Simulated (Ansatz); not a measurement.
## KZnF₃: 6 runs along one coordinate

System: KZnF₃ (5 atoms in the cell).
Method: DFT PBEsol, scalar-relativistic, plane waves, PAW, no spin polarisation (Ansatz 0.2.0).

The 6 runs differ only in the geometry, by a strain of the cell at fixed fractional positions. Against run 4, the strain is εxz = 0.5 η. The structure derives from a Materials Project entry.

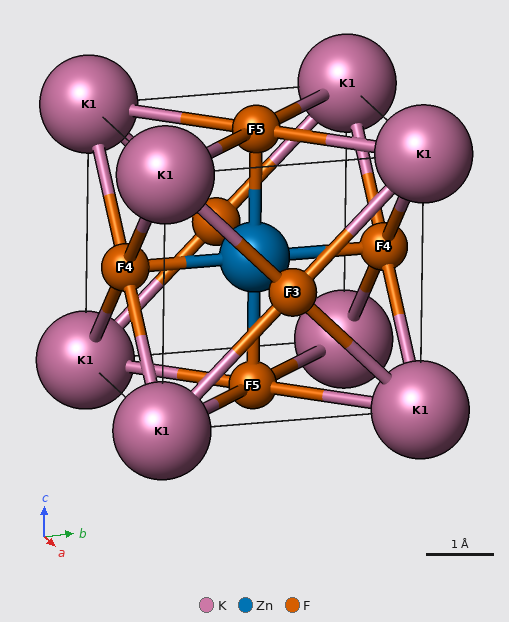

Figure 1. The structure of run 4 (ball-and-stick view of the cell of the calculation, seen slightly off an axis; atoms are numbered from 1 in the order of the input).

## Input of run 4
```yaml
crystal:
  lattice:
    - [4.051940602, 0.0, 0.0]
    - [0.0, 4.051940602, 0.0]
    - [0.1823373271, 0.0, 4.051940602]
  atoms:
    - { symbol: K, position: [0.0, 0.0, 0.0] }
    - { symbol: Zn, position: [0.5, 0.5, 0.5] }
    - { symbol: F, position: [0.0, 0.5, 0.5] }
    - { symbol: F, position: [0.5, 0.0, 0.5] }
    - { symbol: F, position: [0.5, 0.5, 0.0] }
basis:
  ecutwfc: 420
kpoints:
  mp_grid: { grid: [6, 6, 6] }
hamiltonian:
  xc: pbesol
scf:
  occupations: { method: gaussian, width: 0.02 }
output:
  forces: true
  stress: true
  eigenvalues: true
```

Command:
```bash
ansatz run input.yaml --threads 1 --pin off --max-ram 2560MiB --backend cpu --events-out ev --progress --plain --runs-dir out
```

Lattice vectors (Å) and fractional positions of run 4:
```
   4.051941    0.000000    0.000000
   0.000000    4.051941    0.000000
   0.182337    0.000000    4.051941
K   0.000000  0.000000  0.000000
Zn  0.500000  0.500000  0.500000
F  -0.000000  0.500000  0.500000
F   0.500000  0.000000  0.500000
F   0.500000  0.500000  0.000000
```

Run 3 differs from it as follows:
```diff
-    - [0.1823373271, 0.0, 4.051940602]
+    - [0.1215582181, 0.0, 4.051940602]
```

## Results, with one run withheld

```tsv
run	strain parameter η (%)	free energy per atom, from the lowest run given (meV)	pressure (GPa)	gap on the mesh (eV)
1	−4.5000	0.00	0.03	3.71
2	−3.0000	0.36	0.03	3.71
3	−1.5000	?	?	?
4	0.0000	2.88	0.03	3.70
5	1.5000	5.07	0.04	3.69
6	4.5000	11.44	0.05	3.68
```

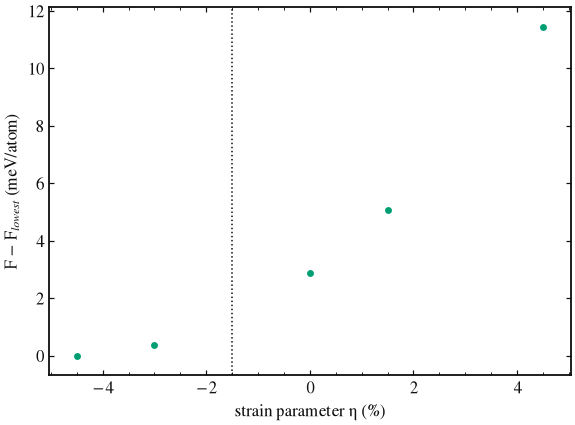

Figure 2. Free energy per atom of the runs given; the dotted line marks run 3.

Fit the runs given and predict run 3.

A cubic polynomial in the coordinate, fitted to the 5 runs given, misses them by under 0.01 meV per atom. With x = η + 0.3000, it reads F = 2.5147 + 1.1664 x + 0.13944 x² + 0.0010266 x³ (meV per atom). At run 3 it gives 1.31 meV per atom, and the run itself gives 1.30. The fit has no minimum inside this range. The gap on the mesh goes, without turning, from 3.71 eV in run 1 to 3.68 eV in run 6; run 3 has 3.71 eV. These are gaps of this functional on this mesh, which can miss the band edges; they aren't the measured gap.

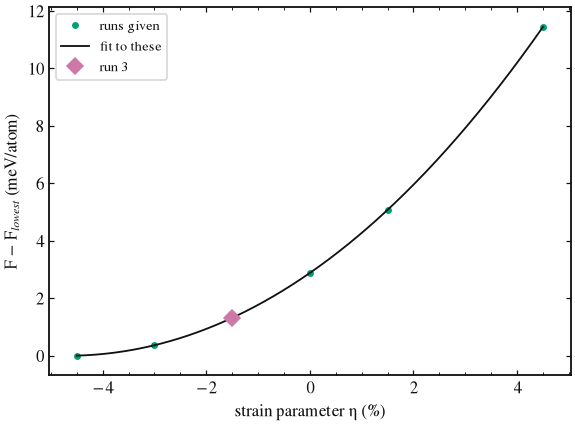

Figure 3. The fit and the withheld run.

## Output, shortened to warnings, some set-up lines, iterations and results (run 3)
```
Basis set: ecut = 420 eV, 1321 PW (Γ), exchange–correlation on 60×60×60 points (8 copies of the dense FFT grid, shifted against one another)
Symmetry: 4 space group operations
k-points: 80 of 216
Initial density: superposition of atomic densities (neutral atoms: chi_scale 0, normalization atom), corrected by the library's trained network
[...]
SCF iter   1: F=—  HF=-7202.673487 eV  |F-HF|=—  |Δ(HF+E_count)|=         —  Δρ=1.47e-2  dr2=9.03e-2  ethr=1.77e-3  ⟨swp⟩=6.4  Hψ=10101  notcnv=0
SCF iter   2: F=—  HF=-7202.646628 eV  |F-HF|=—  |Δ(HF+E_count)|=   2.69e-2  Δρ=2.50e-3  dr2=1.61e-3  ethr=2.15e-4  ⟨swp⟩=2.1  Hψ=4518  notcnv=0  defer=79
SCF iter   3: F=—  HF=-7202.646510 eV  |F-HF|=—  |Δ(HF+E_count)|=   1.17e-4  Δρ=1.09e-3  dr2=5.09e-4  ethr=3.84e-6  ⟨swp⟩=2.4  Hψ=3595  notcnv=0
SCF iter   4: F=—  HF=-7202.646588 eV  |F-HF|=—  |Δ(HF+E_count)|=   7.80e-5  Δρ=4.27e-4  dr2=7.40e-5  ethr=1.21e-6  ⟨swp⟩=2.5  Hψ=3735  notcnv=0
SCF iter   5: F=—  HF=-7202.646600 eV  |F-HF|=—  |Δ(HF+E_count)|=   1.16e-5  Δρ=1.03e-4  dr2=5.65e-6  ethr=1.76e-7  ⟨swp⟩=2.0  Hψ=3093  notcnv=0
SCF iter   6: F=—  HF=-7202.646607 eV  |F-HF|=—  |Δ(HF+E_count)|=   7.21e-6  Δρ=2.81e-5  dr2=6.57e-7  ethr=1.34e-8  ⟨swp⟩=2.0  Hψ=3331  notcnv=0
SCF iter   7: F=-7202.646608 eV  HF=-7202.646608 eV  |F-HF|=9.77e-9  |Δ(HF+E_count)|=   8.21e-7  Δρ=5.37e-6  dr2=3.15e-8  ethr=2.38e-10  ⟨swp⟩=5.8  Hψ=8598  notcnv=0
SCF 1 converged in 7 iterations: F = -7202.646608 eV  dr2 = 3.15e-8
SCF converged after 7 iterations
Free energy (F): -7202.646608 eV
Harris-Foulkes:  -7202.646608 eV  (|F-HF|=9.77e-9)
Internal energy: -7202.646608 eV  (E = F + TS)
E sigma→0 (E₀):  -7202.646608 eV
Fermi energy:    5.921477 eV
--- Per-component energies (eV) ---
  E_band       = -153.862573
  E_kinetic    = 1003.900616
  E_local      = -4052.869130  (includes V_loc(G=0)·N_el)
  E_nonlocal   = 860.743169
  E_hartree    = 1595.831887
  E_xc         = -503.784697
  E_vxc        = -519.003697  (∫ρ·V_xc dr)
  E_paw        = -3142.739539  (= ΣΔE_a)
  E_vpaw       = -638.307383  (= ΣTr[D̂ρ^β])
  E_aug_tail   = 0.005749  (compensation charges beyond the density's cutoff)
  E_ewald      = -2964.767230
  E_core_change = 1.032568  (= ΣΔE_core)
  E_smearing   = -0.000000  (= −TS)
  E_closure    = 0.000000  (closes the sum)
  Σ components = -7202.646608   (vs F -7202.646608, Δ=0.00e0)
--- Forces (eV/Å), atoms counted from 1 ---
  atom   1  K      0.00000000     0.00000000     0.00000000
  atom   2  Zn     0.00000000     0.00000000     0.00000000
  atom   3  F      0.00000000     0.00000000     0.00000000
  atom   4  F      0.00000000     0.00000000     0.00000000
  atom   5  F      0.00000000     0.00000000     0.00000000
  max |Σ_I F_I| component: 0.00e0 eV/Å
--- Stress (GPa, compression-positive) ---
        0.019901       0.000000      -1.005022
        0.000000       0.023872       0.000000
       -1.005022       0.000000       0.042687
  P = ⅓ Tr σ = 0.0288 GPa (0.288 kbar)
```
